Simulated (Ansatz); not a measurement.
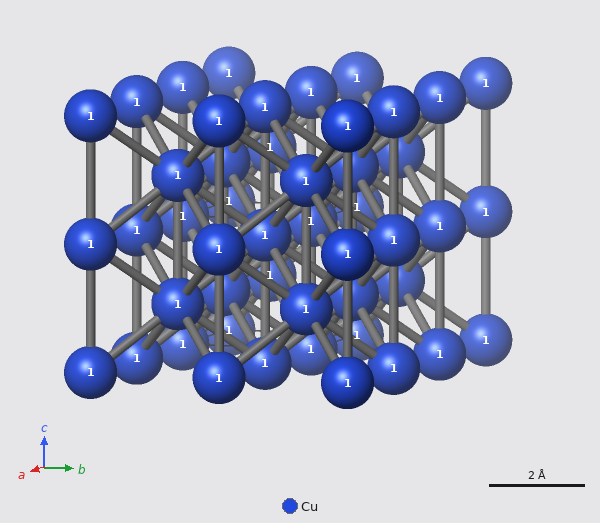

This is solid Cu (set up in I4/mmm). Style: ball-and-stick. Shown: the conventional cell (2 times the calculation's cell), repeated 3 × 2 × 2 with one cell outlined, slightly off an axis. Lengths and directions refer to the drawn axes.

All numbers below come from DFT r2SCAN, scalar-relativistic, plane waves, PAW (Ansatz 0.2.0). (plane-wave cutoff 500 eV; occupations gaussian; smearing width 0.1 eV; no spin polarisation) The k-mesh is chosen for each cell (20×20×20, 18×18×18).

Change: Every copper atom is replaced by gold, which gives Au. Cell and atoms are relaxed again (to zero pressure within 0.1 GPa, forces under 0.01 eV/Å).

Input file:
```yaml
crystal:
  lattice:
    - [-1.7125888144, 1.7125888144, 1.5027454276]
    - [1.7125888144, -1.7125888144, 1.5027454276]
    - [1.7125888144, 1.7125888144, -1.5027454276]
  atoms:
    - { symbol: Au, position: [0.0, 0.0, 0.0] }
basis:
  ecutwfc: 500
kpoints:
  mp_grid: { grid: [18, 18, 18] }
hamiltonian:
  xc: r2scan
scf:
  occupations: { method: gaussian, width: 0.1 }
output:
  forces: true
  stress: true
  eigenvalues: true
relax:
  adjacent_minimum: "off"
  f_tol: 0.01
  max_steps: 60
  cell: { stress_tol: 0.1 }
```

Launched with:
```bash
ansatz run input.yaml --threads 1 --pin off --max-ram 2560MiB --backend cpu --events-out ev --progress --plain --runs-dir out
```

**What does the calculation give for the changed structure?**

The volume per atom goes from 11.48 to 17.67 Å³. It is metallic before and after. Cell: a = b 2.895 → 3.472 Å (+19.9 %), c 2.739 → 2.932 Å (+7.0 %). Volume +54.0 %. The space group stays I4/mmm (No. 139).

Drawn alike, the variant:

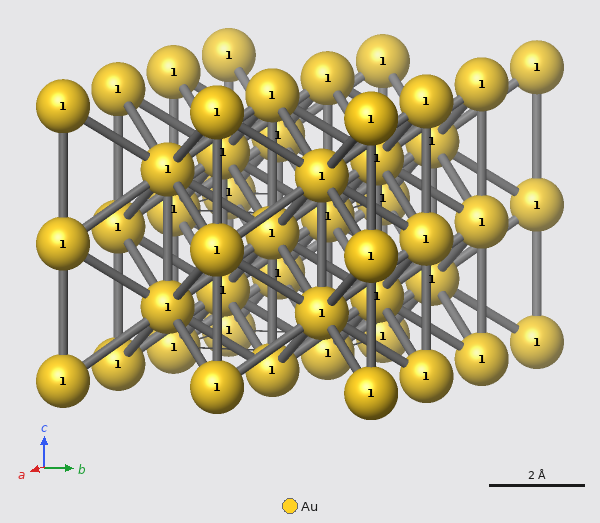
